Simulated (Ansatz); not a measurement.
SnGe15, 64 atoms, a = 11.54 Å, b = 11.54 Å, c = 11.73 Å, α = 90.00°, β = 90.00°, γ = 90.00°.

Space group P1.

Level of theory: DFT PBE, scalar-relativistic, plane waves, PAW in Ansatz.

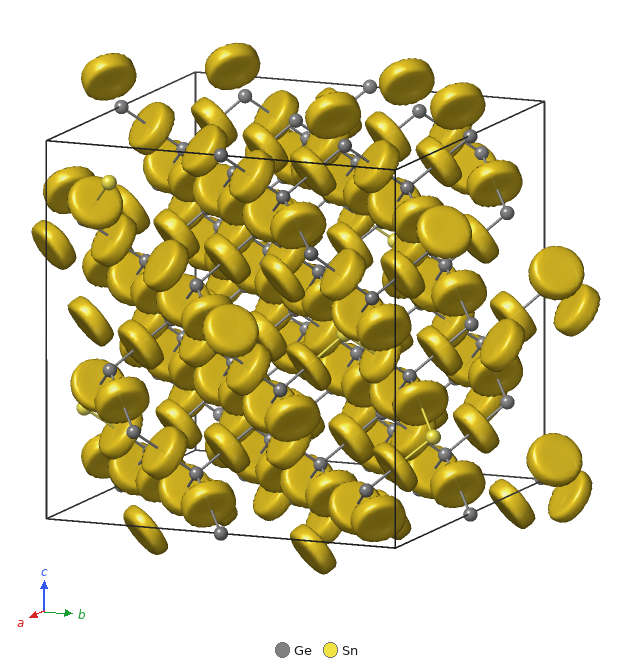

SnGe15. Isosurface of the ELF at 0.55 (yellow), seen slightly off an axis. Only the valence region is drawn (cores and ρ < 0.01 e/Å³ removed). Sticks mark near contacts.

In a PAW calculation such maps are meaningful between the atoms, not at the nuclei.

What do the ELF domains correspond to?

Answer. The ELF exceeds this value in 112 regions between bonded Ge–Ge atoms and 16 regions between bonded Ge–Sn atoms, counted in one cell of 64 atoms. Any copies at cell faces, edges or corners count once. Profiles from the grid: Ge–Ge (2.47 Å): the ELF peaks at about 0.75 between the atoms. Sn–Ge (2.63 Å): the ELF peaks at about 0.70 between the atoms.

Does the calculation make it a metal, or give it a gap?

Answer. It is gapless in this calculation (a metal or semimetal).
